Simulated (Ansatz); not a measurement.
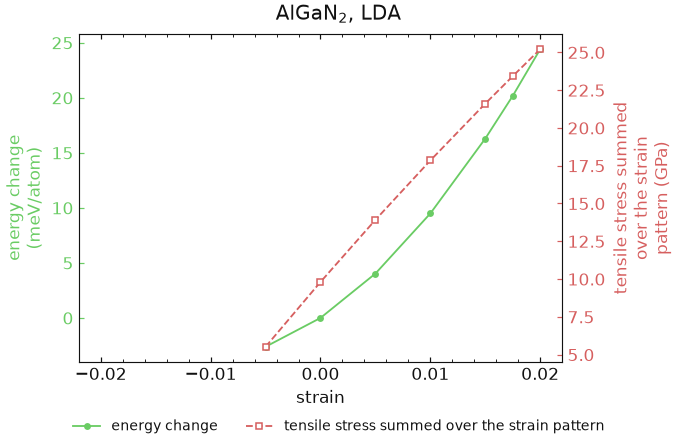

The plot gives the computed energy change and tensile stress summed over the strain pattern against strain for AlGaN₂, space group P-4m2 (No. 115).

The given structure:
```xyz
4
Lattice="3.1409 0.0000 0.0000 0.0000 3.1409 0.0000 0.0000 0.0000 4.4238" Properties=species:S:1:pos:R:3 pbc="T T T"
Al    1.5704    1.5704    2.2119
Ga    0.0000    0.0000    0.0000
N     1.5704    0.0000    3.2660
N     0.0000    1.5704    1.1579
```

How it was computed, with Ansatz 0.2.0: homogeneous strain of a crystal along one Voigt pattern with engineering shear, fractional coordinates fixed, by plane-wave density functional theory with PAW datasets, free energies less that of the undisturbed cell; scalar-relativistic. Level: LDA, no spin polarisation.

```
       setting                                                          value
   wave cutoff                                                         420 eV
        k mesh                                                          8×8×6
   occupations                                                       Gaussian
smearing width                                                        0.05 eV
       k shift                                         (0, 0, 0) (mesh steps)
         start                                                       as given
strain pattern  (1, 1, 0, 0, 0, 0) (xx yy zz yz xz xy with engineering shear)
```

The points at strain −0.0200, −0.0150 and −0.0100 are left out of the plot. What values does the calculation give there?

```
 strain  energy change (meV/atom)  tensile stress summed over the strain pattern (GPa)
-0.0200                     -1.29                                                 -8.5
-0.0150                     -3.32                                                 -3.6
-0.0100                     -3.73                                                  1.1
```

Caveats: reference crystal is not relaxed.
